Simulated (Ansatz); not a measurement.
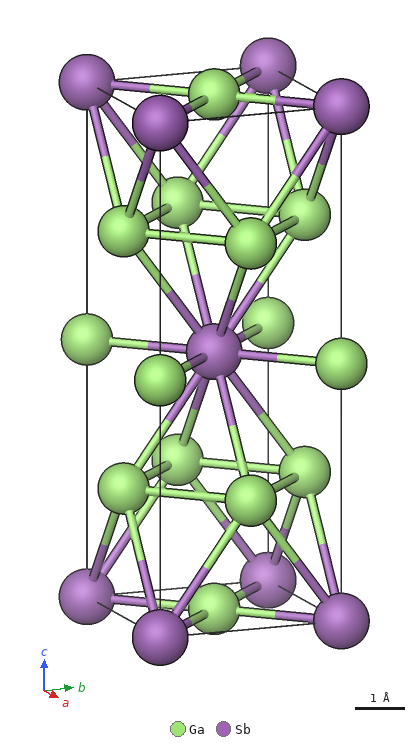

Ball-and-stick drawing of the structure, looking slightly off an axis. Atoms at the boundary of the conventional unit cell (the box) are drawn once for each face, edge or corner they touch. Cell: a = 3.99 Å, b = 3.99 Å, c = 10.78 Å, α = 90.00°, β = 90.00°, γ = 90.00°.

Source of the structure: a structure listed in the Materials Project. Earlier steps of the study may have refined or changed the cell and positions. Ansatz was used for an electronic-structure calculation on it.

Notes on the structure:

The structure is one of Ga3Sb. It is body-centred tetragonal, space group I4/mmm (No. 139). Cell content 6 Ga, 2 Sb; Z = 2. The numbers of neighbours within bonding distance are Ga 4 to 8 (mean 6.7) and Sb 12.

Computational set-up: DFT r2SCAN, scalar-relativistic, plane waves, PAW (Ansatz 0.2.0), plane waves up to 500 eV, k-points about 0.16 Å⁻¹ apart, Gaussian smearing of 0.1 eV, no spin polarisation.

Metal or not?

A metal: bands cross the Fermi level.

Predict the Bader charges.

Ga +0.07 to +0.17 e; Sb -0.30 e.

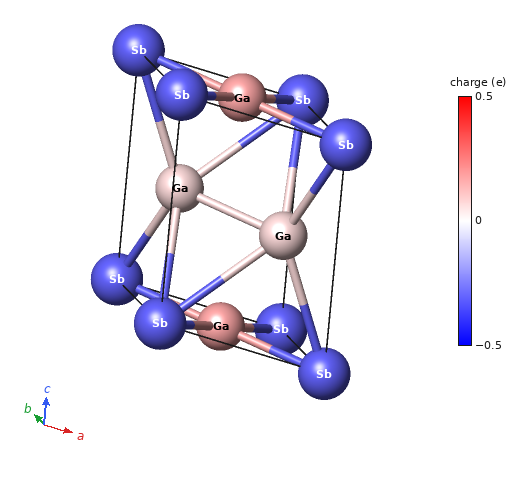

The atoms coloured by those charges. The run's cell of 4 atoms is drawn in a reduced setting, so axes and origin can differ from the first picture.

Can this geometry be taken as optimised?

Yes. All forces vanish to within 0.01 eV/Å. The pressure is 0.0 GPa, close to zero.
